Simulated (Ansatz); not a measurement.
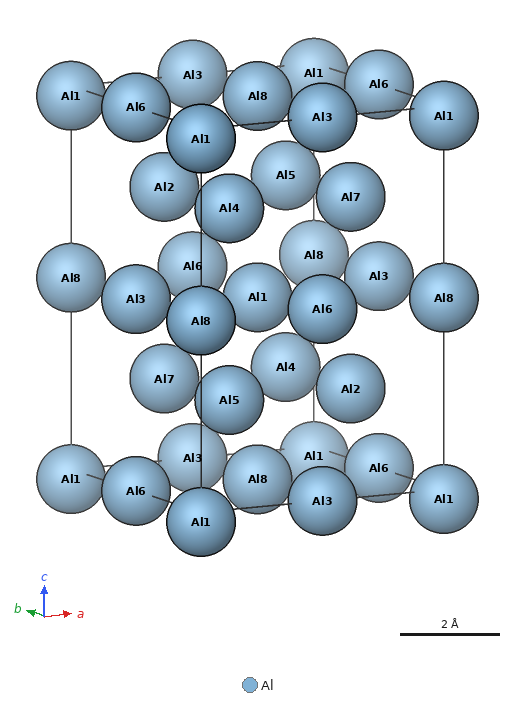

*The structure as given in the input (spheres-only view of the cell 2 times as large as that of the calculation, set on its symmetry axes, seen at an oblique angle; atoms are numbered from 1 in the order of the input). An atom can appear more than once, as a periodic image.*

Single-point calculation of Al

The run: single-point calculation of Al (8 atoms in the cell). Method and program: DFT PBEsol+D3(BJ), scalar-relativistic, plane waves, PAW, no spin polarisation (Ansatz 0.2.0).

The structure derives from an entry of the Crystallography Open Database. It belongs to a series of runs on one base structure; here: atom 1 (Al) moved -0.200 A along Cartesian [0 1 0]. Figures and captions count atoms from 1; the log counts them from 0 in places.

**The program's output**
```
Engine: ansatz 0.2.0, x86_64-unknown-linux-gnu
Pseudopotentials: kind: paw
Pseudopotential: Al, paw, valence charge 3, recommended cutoff 420 eV (normal), Al.paw.azcp
Functional definition: PBEsol
  exchange = pbesol_x
  correlation = pbesol_c
Crystal: 8 atoms, lattice volume = 124.439 Å³
Basis set: ecut = 420 eV, 2421 PW (Γ), exchange–correlation on 80×80×80 points (8 copies of the dense FFT grid, shifted against one another)
Bands: 20, of which v1, the nominal top of the filled ones, is band 12 counted from 1 (11 counted from 0)
Symmetry: 8 space group operations
Space group: I4mm (ITA 107), of the structure as read, at distance tolerance 5.0e-5 Å
k-points: 244 of 2744 (time reversal used)
Non-local potential: Al, projectors of the file, l = 0: 2, l = 1: 2, l = 2: 1
PAW form: soft (Blöchl's): semilocal exchange-correlation on the pseudo side does not see the compensation charge
PAW frozen core: Al, regenerated for the run's functional, and the local potential with it (the file was generated under x = pbe(κ = 0.804, μ = 0.2195149727645171), c = pbe(β = 0.06672455060314922))
PAW one-centre angular grid: Al, 110 points (default); XC on 64 Gauss nodes
Initial density: superposition of atomic densities (neutral atoms: chi_scale 0, normalization atom), corrected by the library's trained network
Initial wavefunctions: pseudopotential atomic-orbital guess
Functional: x = pbesol(κ = 0.804, μ = 0.12345679012345678), c = pbesol(β = 0.046)
SCF iter   1: F=—  HF=-4198.931997 eV  |F-HF|=—  |Δ(HF+E_count)|=         —  Δρ=8.61e-4  dr2=5.83e-4  ethr=1.77e-3  ⟨swp⟩=6.7  Hψ=28213  notcnv=0  defer=1
preconditioner: auto → Kerker (q_TF=auto, 2.074 Å⁻¹)  [metal: Δε(μ)=0.003 eV  Ē_g=7.046 eV  σ=0.150 eV  W_gap=0.01  n_scr=14 (ndim 8)  ℏωp=16.3 eV  f_vac=0.000  D(μ)=3.36/eV (n_scr^D=14)]
SCF iter   2: F=—  HF=-4198.932174 eV  |F-HF|=—  |Δ(HF+E_count)|=   1.77e-4  Δρ=5.01e-4  dr2=1.96e-4  ethr=2.43e-6  ⟨swp⟩=1.9  Hψ=8311  notcnv=0  defer=4
SCF iter   3: F=—  HF=-4198.932184 eV  |F-HF|=—  |Δ(HF+E_count)|=   9.74e-6  Δρ=4.72e-5  dr2=3.10e-6  ethr=8.16e-7  ⟨swp⟩=1.0  Hψ=4395  notcnv=0  defer=4
SCF iter   4: F=—  HF=-4198.932287 eV  |F-HF|=—  |Δ(HF+E_count)|=   1.03e-4  Δρ=1.81e-5  dr2=3.12e-7  ethr=1.29e-8  ⟨swp⟩=2.0  Hψ=6564  notcnv=0  defer=4
iter 5 did not close the SCF: its close was put off for the readings that it lacked (scf_convergence_deferred on its scf_iter line)
SCF iter   5: F=-4198.932287 eV  HF=-4198.932287 eV  |F-HF|=1.03e-9  |Δ(HF+E_count)|=   1.09e-7  Δρ=1.72e-6  dr2=3.25e-9  ethr=1.30e-9  ⟨swp⟩=2.2  Hψ=7405  notcnv=0  defer=4
SCF iter   6: F=-4198.932287 eV  HF=-4198.932287 eV  |F-HF|=7.19e-11  |Δ(HF+E_count)|=  8.38e-10  Δρ=3.16e-7  dr2=1.46e-10  ethr=1.36e-11  ⟨swp⟩=7.7  Hψ=24619  notcnv=0
SCF 1 converged in 6 iterations: F = -4198.932287 eV  dr2 = 1.46e-10
  greatest PAW one-centre occupation: 0.452 electrons in one spin orbital (limit 2), on the Al atom at site 0 (counted from 0), in its partial waves of l = 0
```

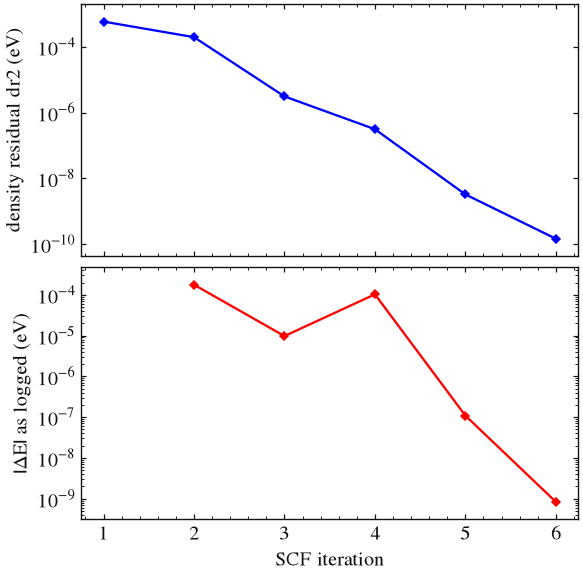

*Convergence of the self-consistent field: density residual dr2 and size of the energy change against the SCF iteration.*

The residual falls at every step.

```
SCF converged after 6 iterations
Free energy (F): -4198.932287 eV
Harris-Foulkes:  -4198.932287 eV  (|F-HF|=7.19e-11)
Internal energy: -4198.894463 eV  (E = F + TS)
E sigma→0 (E₀):  -4198.913375 eV
Entropy (-TS):   -0.037823 eV (-4.728 meV/atom)
Fermi energy:    8.507949 eV
--- Per-component energies (eV) ---
  E_band       = 94.043390
  E_kinetic    = 190.299162
  E_local      = 84.245175  (includes V_loc(G=0)·N_el)
  E_nonlocal   = 84.073321
  E_hartree    = 1.268447
  E_xc         = -318.456030
  E_vxc        = -237.390073  (∫ρ·V_xc dr)
  E_paw        = -3638.591273  (= ΣΔE_a)
  E_vpaw       = -29.721056  (= ΣTr[D̂ρ^β])
  E_aug_tail   = -0.000020  (compensation charges beyond the density's cutoff)
  E_ewald      = -599.189147
  E_disp       = -2.697212  (pairwise vdW)
  E_core_change = 0.153112  (= ΣΔE_core)
  E_smearing   = -0.037823  (= −TS)
  E_closure    = 0.000000  (closes the sum)
  Σ components = -4198.932287   (vs F -4198.932287, Δ=0.00e0)
--- Forces (eV/Å), atoms counted from 1 ---
  atom   1  Al     0.00000000     1.13694870     0.00000000
  atom   2  Al     0.34541072    -0.30457098     0.00000000
  atom   3  Al    -0.00000000     0.05694654     0.00000000
  atom   4  Al     0.00000000    -0.30457098    -0.34541072
  atom   5  Al     0.00000000    -0.30457098     0.34541072
  atom   6  Al    -0.00000000     0.05694654    -0.00000000
  atom   7  Al    -0.34541072    -0.30457098     0.00000000
  atom   8  Al     0.00000000    -0.03255772     0.00000000
  max |Σ_I F_I| component: 1.33e-7 eV/Å
--- Stress (GPa, compression-positive) ---
        0.421231      -0.000000       0.000000
       -0.000000       0.521460       0.000000
        0.000000       0.000000       0.421231
  P = ⅓ Tr σ = 0.4546 GPa (4.546 kbar)
--- Band table (eV; the first three rows and the last of 244) ---
  k-point 0: bands = ["-3.0352", "3.5581", "3.6469", "3.6469", "3.6700", "4.0625", "4.0630", "4.0630", "4.1416", "5.4650", "5.4650", "5.4762", "6.8699", "6.8786", "6.9047", "13.7103", "13.7103", "13.7431", "14.3485", "14.3586"]
  k-point 1: bands = ["-2.9992", "2.8830", "3.4669", "3.5074", "3.5687", "4.2112", "4.2665", "4.3135", "4.8839", "5.2319", "5.2572", "5.3007", "7.1216", "7.1548", "7.2039", "13.0354", "13.1002", "13.1889", "14.3642", "14.4098"]
  k-point 2: bands = ["-2.8914", "2.0405", "3.2699", "3.3174", "3.3748", "4.5841", "4.6151", "4.6885", "4.8180", "4.8947", "4.9341", "5.9294", "7.7094", "7.7546", "7.8164", "12.1223", "12.1857", "12.2638", "14.4540", "14.5004"]
  k-point 243: bands = ["-0.8365", "-0.5742", "1.5925", "1.5925", "1.5974", "1.6089", "7.4233", "7.4233", "7.7408", "7.7408", "8.5221", "8.5554", "9.7289", "9.7502", "9.7502", "9.7543", "9.9381", "9.9843", "11.4176", "11.4258"]
```

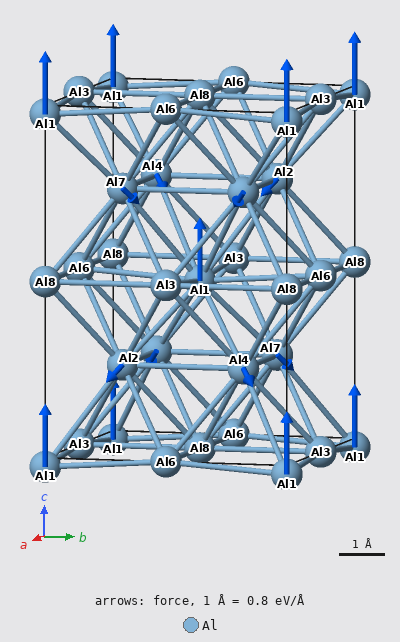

*Forces on the atoms as blue arrows (ball-and-stick view of the cell 2 times as large as that of the calculation, set on its symmetry axes, seen slightly off an axis; atoms are numbered from 1 in the order of the input); the smallest are left out.*

The largest act on Al1 (1.14 eV/Å); Al2, Al4, Al5, Al7 (0.46 eV/Å). The geometry is not a stationary point of this energy.

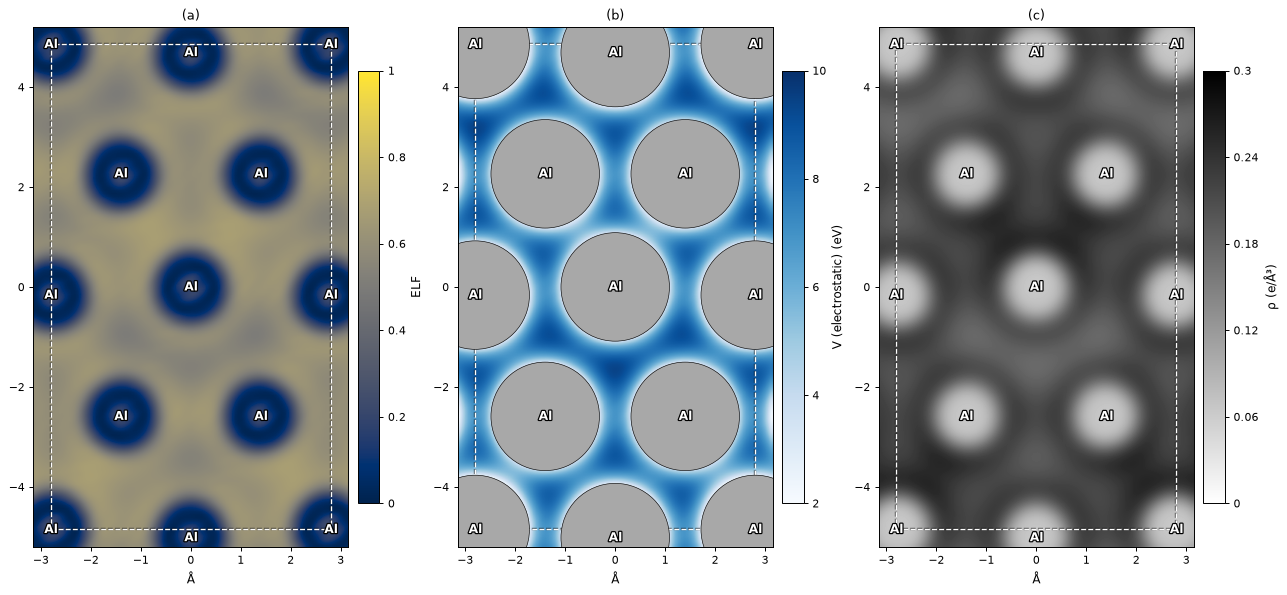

*(a) electron localisation function; (b) electrostatic potential (local pseudopotential plus Hartree) felt by an electron; (c) valence charge density (pseudo) on the (011) plane of the conventional cell. Grey discs, where drawn, cover atomic cores.*

The section cuts through Al sites. Al–Al (2.66 Å): the density is about 0.25 e/Å³ at the midpoint; the ELF peaks at about 0.70 between the atoms. Al–Al (2.81 Å): the density is about 0.22 e/Å³ at the midpoint; the ELF peaks at about 0.65 between the atoms. Al–Al (2.95 Å): the density is about 0.19 e/Å³ at the midpoint; the ELF is about 0.55 at the midpoint, which marks nearly free electrons, as in a simple metal. Away from the nuclei the density in this plane falls to 0.18 e/Å³ at its lowest. Outside the cores the potential energy rises away from the atoms and is highest about 1.7 Å from the nearest atoms; outside the discs it spans about 6 eV, and its zero is arbitrary. Core electrons are frozen (PAW), so the fields are smoothed inside the atomic spheres.

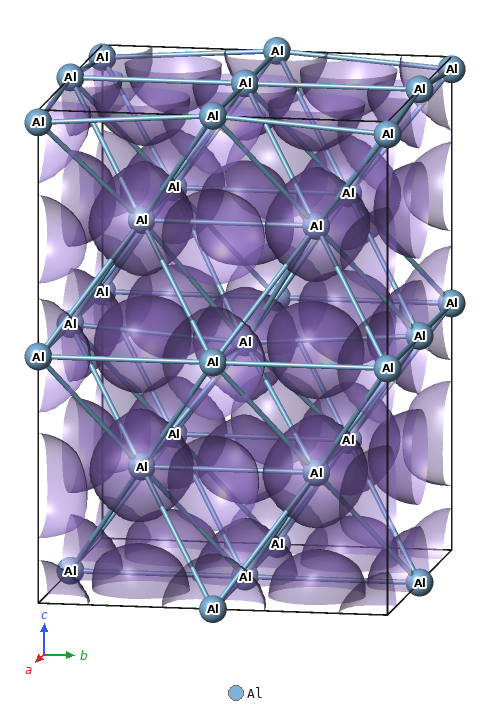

*Isosurface of the ELF at 0.45 (purple), seen slightly off an axis. Core shells and regions of very low density are left out. Sticks mark near contacts. The outline is the cell set on symmetry axes.*

Profiles from the grid: Al–Al (2.66 Å): the ELF peaks at about 0.70 between the atoms. Al–Al (2.80 Å): the ELF peaks at about 0.65 between the atoms.

This output came from the following input.

**Input**
```yaml
crystal:
  lattice:
    - [-3.962555228, 3.962555228, 0.0]
    - [-3.962555228, 0.0, 3.962555228]
    - [0.0, 3.962555228, 3.962555228]
  atoms:
    - { symbol: Al, position: [-0.0252362413, 0.0252362413, -0.0252362413] }
    - { symbol: Al, position: [0.5, 0.0, 0.0] }
    - { symbol: Al, position: [0.0, 0.5, 0.0] }
    - { symbol: Al, position: [0.0, 0.0, 0.5] }
    - { symbol: Al, position: [0.5, 0.5, 0.0] }
    - { symbol: Al, position: [0.5, 0.0, 0.5] }
    - { symbol: Al, position: [0.0, 0.5, 0.5] }
    - { symbol: Al, position: [0.5, 0.5, 0.5] }
basis:
  ecutwfc: 420
kpoints:
  mp_grid: { grid: [14, 14, 14] }
hamiltonian:
  xc: pbesol
  dispersion: d3bj
scf:
  occupations: { method: gaussian, width: 0.15 }
output:
  forces: true
  stress: true
  eigenvalues: true
  write_density: true
  write_potential: true
  elf: true
  volumetric_format: npy
```

Launched with:
```bash
ansatz run input.yaml --threads 1 --pin off --max-ram 2560MiB --backend cpu --events-out ev --progress --plain --runs-dir out
```

**Results in brief**

```csv
quantity,value
outcome,converged
space group (tolerance 0.01 Å),I4mm (107)
electrons treated,24
free energy,−4198.9323 eV
Fermi energy,8.508 eV
gap on the k-point mesh,none (metallic)
pressure,0.45 GPa
largest force (length of the vector),1.137 eV/Å
hardware,"1 thread of Intel Xeon (Granite Rapids), 32 GiB of memory available, shared host"
wall time,24 s
peak memory,0.8 GiB
```
